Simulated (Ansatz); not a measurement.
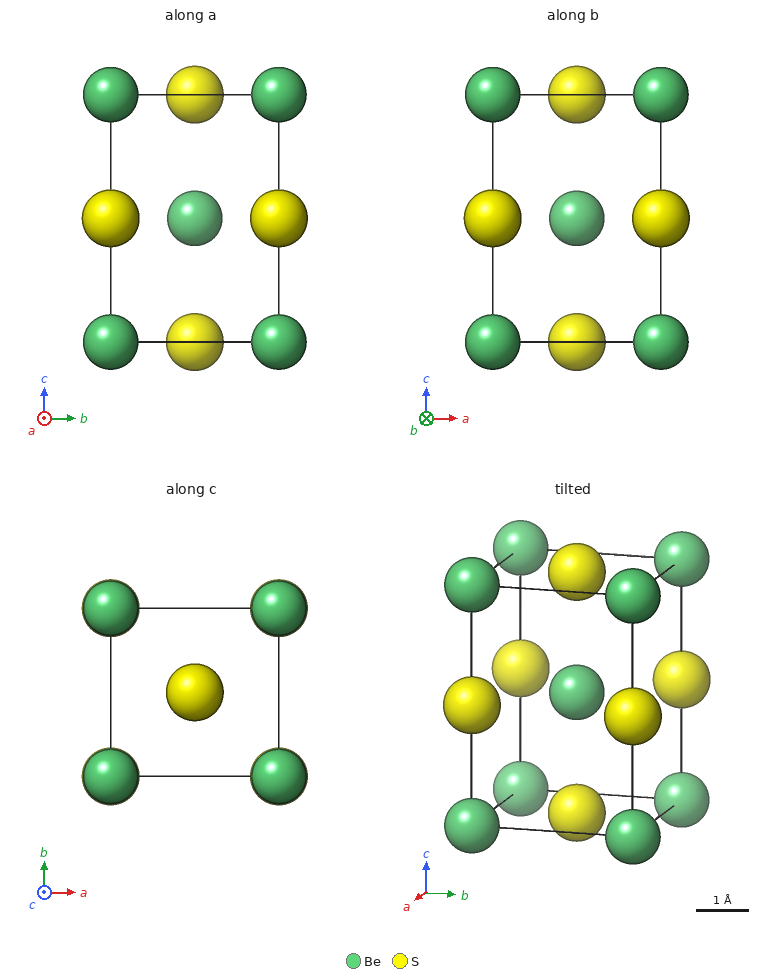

The figure gives a spheres-only picture of the atoms, viewed along the a axis, along the b axis, along the c axis and slightly off an axis. The parallelepiped is the conventional unit cell.

Lattice parameters: a = 3.277 Å, b = 3.277 Å, c = 4.820 Å, α = 90.00°, β = 90.00°, γ = 90.00°.

Express the structure as a table of Wyckoff sites.

Space group I4/mmm (No. 139).
| atom | site | x | y | z |
| --- | --- | --- | --- | --- |
| Be | 2a | 0.0000 | 0.0000 | 0.0000 |
| S | 2b | 0.5000 | 0.5000 | 0.0000 |

The structure was taken from a structure type filled with these elements by a generator (whether the compound takes this form wasn't checked). The cell was then strained or its atoms displaced on purpose. It went into a calculation with Ansatz.
